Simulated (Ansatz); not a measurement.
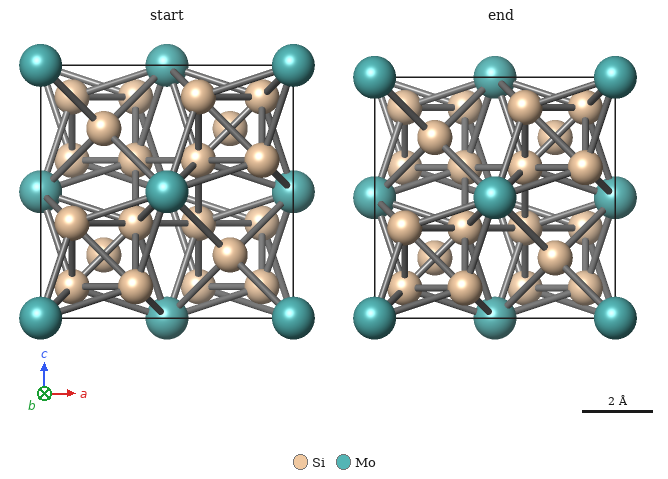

The structure of solid Si₅Mo (a generated structure, set up in F-43m) (coarse preliminary run) before (left) and after (right) a relaxation, at one scale.

Style: ball-and-stick. Shown: the conventional cell (4 times the calculation's cell), along the b axis. Lengths and directions refer to the drawn axes.

Method: Ansatz 0.2.0, DFT PBE, scalar-relativistic, plane waves, PAW. (plane-wave cutoff 420 eV; k-point mesh 4 × 4 × 4; occupations gaussian; smearing width 0.1 eV; no spin polarisation; cell and atoms relaxed; force threshold 0.04 eV/Å; at most 70 steps)

> What changed between the two?

The largest moves relative to the cell, 0.005 Å, are those of Si atoms. Mo stays in place. The volume changes by −13.5 %, with a = b = c 7.323 → 6.976 Å (−4.7 %). Among the contacts that change: Mo–Si 3.171 → 3.021 Å, Mo–Si 3.037 → 2.892 Å, Si–Si 2.597 → 2.466 Å. The space group stays F-43m (No. 216). Over 2 accepted moves (3 points after the start) the energy falls by 99.5 meV per atom. Largest force component: 0.22 eV/Å at the start, 0.0091 eV/Å at the end. The pressure goes from −12.41 to 0.03 GPa. At 1 point the geometry stayed and the basis and grid were re-selected for the new cell (energy shift of 0.2 meV per atom at most each time). The run took 7.7 s on 1 thread of Intel(R) Xeon(R) Processor @ 2.70GHz (shared host), peak memory 0.36 GiB.
